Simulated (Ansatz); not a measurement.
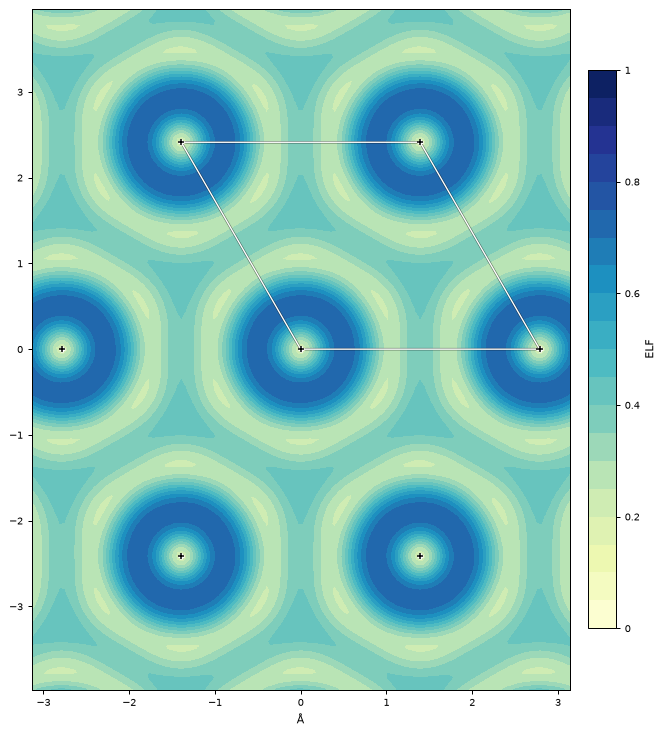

The ELF on a plane through atoms (crosses mark nuclei in the plane).

Computed with Ansatz, DFT r2SCAN, scalar-relativistic, plane waves, PAW.

Candidates:
A. Al, a = 2.82 Å, b = 2.82 Å, c = 9.26 Å, α = 90.00°, β = 90.00°, γ = 120.00°. Space group P6₃/mmc; a structure from a database of computed crystals, not necessarily the ambient phase.
B. Re, a = 2.79 Å, b = 2.79 Å, c = 6.69 Å, α = 90.00°, β = 90.00°, γ = 120.00°. Space group R-3m; changed on purpose from its base cell (band edges of the strained film's bulk); computed pressure about −6 GPa in this cell; computed without spin polarisation.

Q: Which system is this?

A: Candidate B: Re on the (001) plane of the conventional cell, which holds Re.
